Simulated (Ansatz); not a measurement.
CaO, space group Fm-3m (No. 225), a = 4.716 Å, b = 4.716 Å, c = 4.716 Å, α = 90.00°, β = 90.00°, γ = 90.00°

| site | Wyckoff | x | y | z |
| --- | --- | --- | --- | --- |
| Ca | 4a | 0.0000 | 0.0000 | 0.0000 |
| O | 4b | 0.5000 | 0.0000 | 0.0000 |

Source: the geometry relaxed (final pressure about 4 GPa) with DFT PBEsol, scalar-relativistic, plane waves, PAW in Ansatz.

Describe the coordination of Ca.

Answer. CaO6: an essentially ideal octahedron (coordination number 6, S = 0.00; next best trigonal prism, S = 16.7). Bonds: 6 × Ca–O 2.36 Å. The next neighbour, not counted, lies at 3.33 Å.

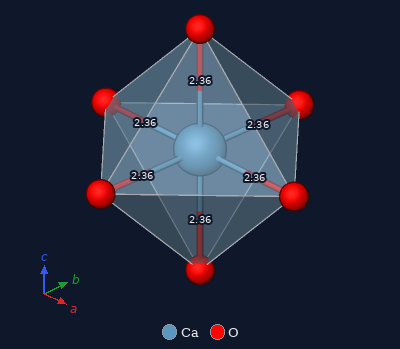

The polyhedron about Ca. The shape measure S (0 to 100) is the computed least-squares distance from an ideal polyhedron; S = 0 means ideal.
